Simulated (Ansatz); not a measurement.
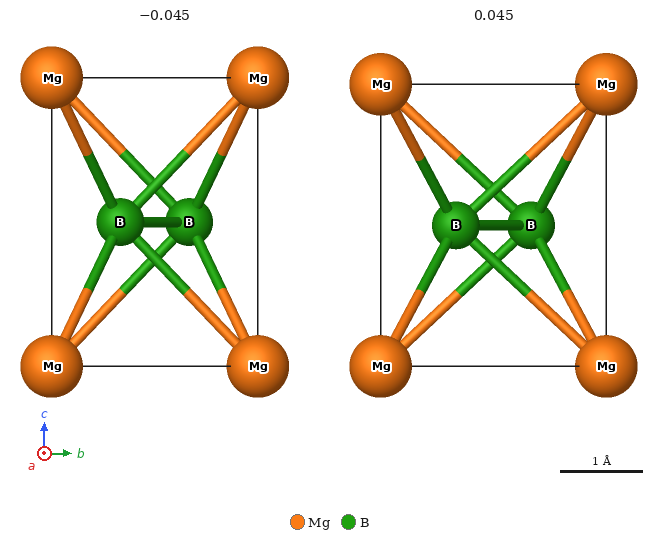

Solid MgB2 (set up in P6/mmm), under biaxial strain in the a–b plane (c relaxed, atoms fixed by symmetry), with energies (extrapolated to zero smearing) counted from the relaxed crystal, which is the row at zero. The picture shows the first and the last member. Style: ball-and-stick. Shown: the cell of the calculation, along the a axis.

Computed with Ansatz 0.2.0: DFT PBE, scalar-relativistic, plane waves, PAW. Set-up: plane-wave cutoff 420 eV; k-point mesh 15 × 15 × 12; occupations gaussian; smearing width 0.1 eV; no spin polarisation; force threshold 0.008 eV/Å.

```json
{"strain": "−0.045", "energy (meV/atom)": "66.73", "a (Å)": "2.934", "c (Å)": "3.558"}
{"strain": "−0.03", "energy (meV/atom)": "28.59", "a (Å)": "2.981", "c (Å)": "3.547"}
{"strain": "−0.015", "energy (meV/atom)": "6.63", "a (Å)": "3.027", "c (Å)": "3.541"}
{"strain": "0.0", "energy (meV/atom)": "0.00", "a (Å)": "3.073", "c (Å)": "3.532"}
{"strain": "0.015", "energy (meV/atom)": "?", "a (Å)": "?", "c (Å)": "?"}
{"strain": "0.03", "energy (meV/atom)": "22.79", "a (Å)": "3.165", "c (Å)": "3.492"}
{"strain": "0.045", "energy (meV/atom)": "49.87", "a (Å)": "3.211", "c (Å)": "3.476"}
```

> Estimate the missing row from the others, and compare with the calculation.

A parabola through three neighbouring rows (−0.015, 0.0, 0.03) gives, with Lagrange weights, (−0.3333)(6.63) + (1.0000)(0.00) + (0.3333)(22.79) = 5.39 meV/atom. The calculation gives 5.93 meV/atom (a = 3.119 Å, c = 3.511 Å). The estimate is 0.54 meV/atom too low. From the first member to the last: B–B 1.694 → 1.854 Å, B–Mg 2.457 → 2.541 Å.

The whole series:

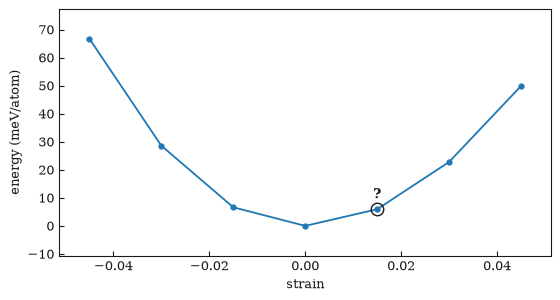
